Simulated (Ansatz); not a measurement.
## Electronic structure of Zn4SiN in real space

Input file:

```
crystal:
  lattice:
    - [0.0, 3.48926162, 3.48926162]
    - [3.48926162, 0.0, 3.48926162]
    - [3.48926162, 3.48926162, 0.0]
  atoms:
    - { symbol: Zn, position: [0.62514974, 0.62514974, 0.12455079] }
    - { symbol: Zn, position: [0.62514974, 0.62514974, 0.62514974] }
    - { symbol: Zn, position: [0.12455079, 0.62514974, 0.62514974] }
    - { symbol: Zn, position: [0.62514974, 0.12455079, 0.62514974] }
    - { symbol: Si, position: [0.0, 0.0, 0.0] }
    - { symbol: "N", position: [0.25, 0.25, 0.25], spin: 1.23 }
basis:
  ecutwfc: 420
kpoints:
  mp_grid: { grid: [10, 10, 10] }
hamiltonian:
  xc: pbe
scf:
  occupations: { method: gaussian, width: 0.1 }
output:
  forces: true
  stress: true
  eigenvalues: true
  populations: true
  write_density: true
  write_potential: true
  elf: true
  volumetric_format: npy
magnetization:
  spin_polarized: true
relax:
  adjacent_minimum: "off"
  f_tol: 0.01
  max_steps: 80
  cell: { stress_tol: 0.05 }
```

Launched as:

```sh
ansatz run input.yaml --threads 1 --pin off --max-ram 2560MiB --backend cpu --events-out ev --progress --plain --runs-dir out
```

Below, planes, directions and counts refer to the conventional cell (a = 7.07 Å, b = 7.07 Å, c = 7.07 Å, α = 90.00°, β = 90.00°, γ = 90.00°).

The fields are those of the run's last geometry, not of the input's.

Space group F-43m; a structure generated by program, which may or may not match a known phase; spin-polarised.

Level of theory: DFT PBE, scalar-relativistic, plane waves, PAW (Ansatz).

In a PAW calculation such maps are meaningful between the atoms, not at the nuclei.

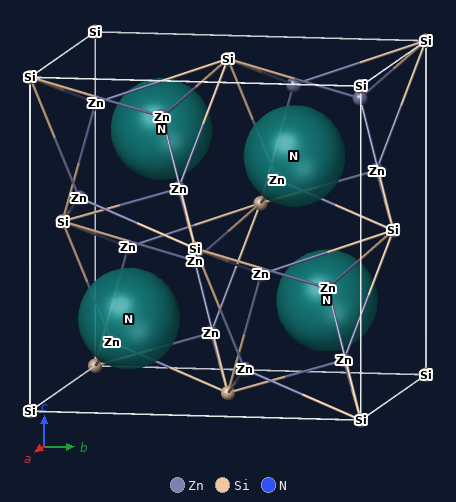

Figure 1. Isosurface of the spin density at +0.04 e/Å³ (teal), seen slightly off an axis. Sticks mark near contacts.

### Which atoms carry the moments, and with what signs?

The spin density sits on N: +1.1 μB (×4) in one cell of 24 atoms: parallel main moments, as they must be, since the calculation's own cell holds one magnetic site. The cell of the calculation (6 atoms) carries 1.1 μB of net spin moment.

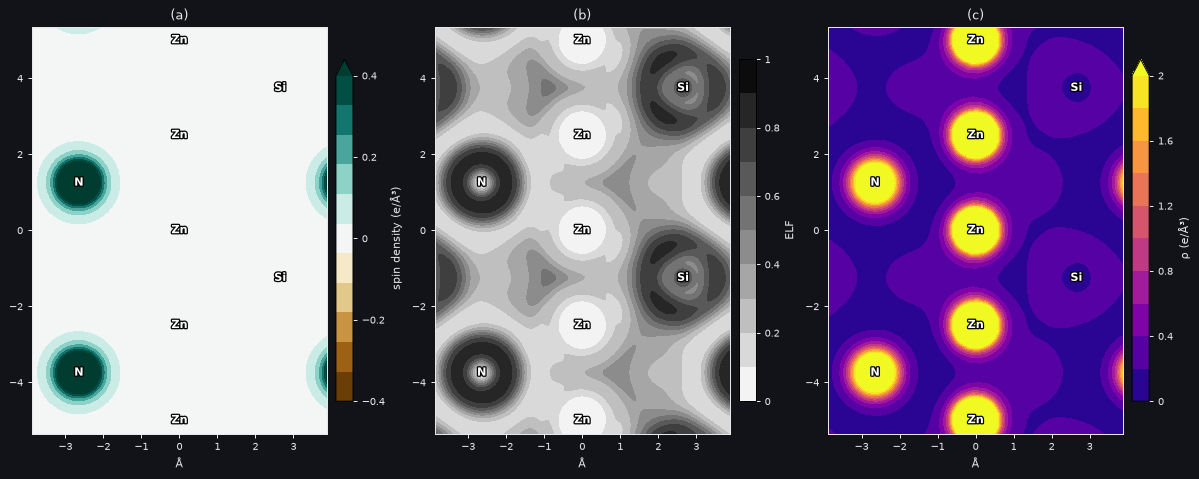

Figure 2. (a) spin density (up minus down); (b) electron localisation function; (c) valence electron density on the (110) plane of the conventional cell.

### Interpret the plot.

The section cuts through Zn, Si and N sites. Zn–N (2.93 Å): ρ at the midpoint is about 0.12 e/Å³; the ELF is about 0.15 at the midpoint: no shared electron pair shows on this line. Zn–Si (2.93 Å): ρ at the midpoint is about 0.19 e/Å³; the ELF peaks at about 0.80 in the valence shell of Si, 0.9 Å from its nucleus, and drops to about 0.20 between the two atoms. Between the atoms the lowest density in this plane is 0.07 e/Å³.

### Does the calculation give a band gap?

It is metallic or semimetallic at this level of theory: no gap opens.
